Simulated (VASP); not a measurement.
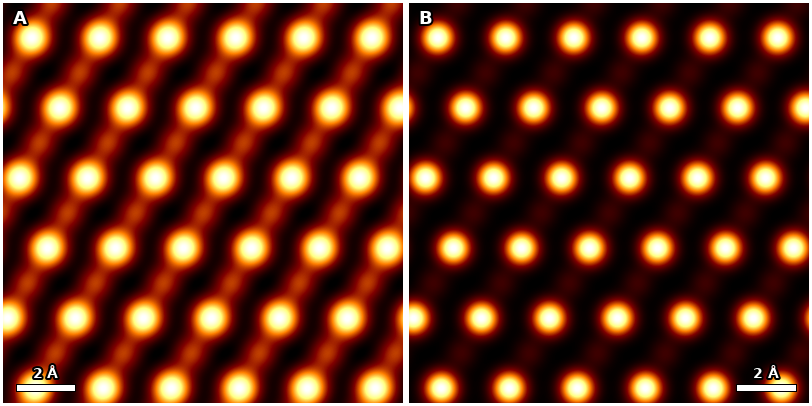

Two simulated images of the same area of CoO (R-3m, No. 166) along [100], with a probe of 0.90 Å. One is incoherent Z contrast (Z^1.7 per atom), the other the projected potential of neutral atoms blurred by the probe (iDPC-like, thin sample). Brightness is counted from the darkest point of the image. Model: the geometry relaxed with VASP Kohn-Sham DFT of a periodic cell, PBEsol, VASP PAW PBE potentials, recommended in VASP 6.6.1.

Q: Which panel is which, and how can one tell?

B is the Z-contrast image and A the potential image. The columns of 1 O per repeat reach about 12 % of the brightest peak (1 Co) in B but about 37 % in A, mainly since the potential grows much more slowly with atomic number.
